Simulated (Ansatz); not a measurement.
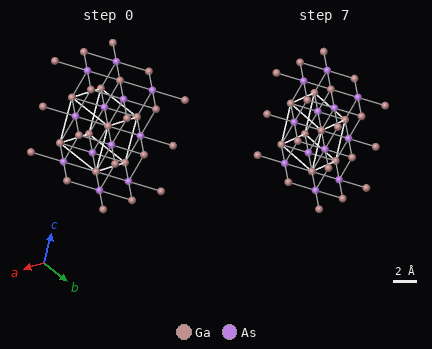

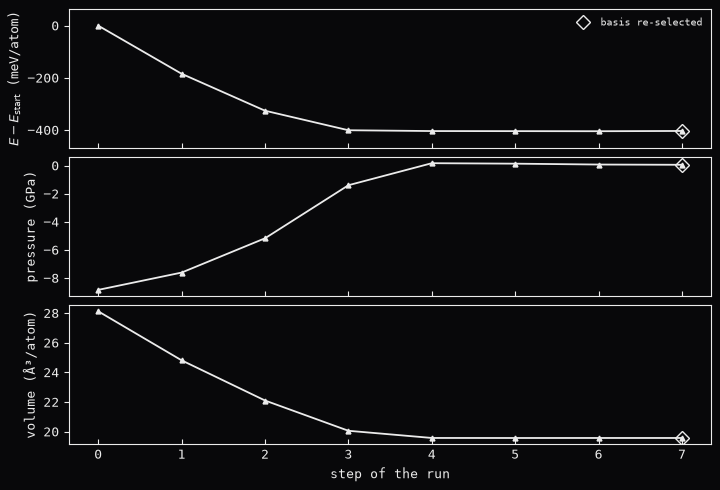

First and last geometry of a relaxation of crystalline GaAs (a generated structure, set up in I4/mmm) (coarse preliminary run), with the history of the run. Style: ball-and-stick. Shown: the cell of the calculation, repeated 2 × 2 × 2 with one cell outlined, from a free direction.

The calculation used DFT PBE, scalar-relativistic, plane waves, PAW (Ansatz). Settings: plane-wave cutoff 420 eV; k-point mesh 6 × 6 × 6; occupations gaussian; smearing width 0.1 eV; no spin polarisation; cell and atoms relaxed; force threshold 0.04 eV/Å; at most 70 steps.

**Read the history and describe the run.**

It converged. No atom moves by more than 0.005 Å relative to the cell. The drawn cell changes as follows: a = b = c 4.208 → 3.812 Å (−9.4 %), α 114.4° → 120.0°, β 114.4° → 120.0°, γ 100.1° → 90.0°; the volume changes by −30.4 %. Some distances before and after: As–Ga 3.225 → 2.694 Å, As–Ga 2.704 → 2.696 Å. The space group (tolerance 0.01 Å) goes from I4/mmm (No. 139) to Fm-3m (No. 225). Over 6 accepted moves (7 points after the start) the energy falls by 403 meV per atom. All forces vanish by symmetry, so only the cell relaxes. The pressure goes from −8.84 to 0.06 GPa. At 1 point the geometry stayed and the basis and grid were re-selected for the new cell (energy shift of 1.0 meV per atom at most each time).
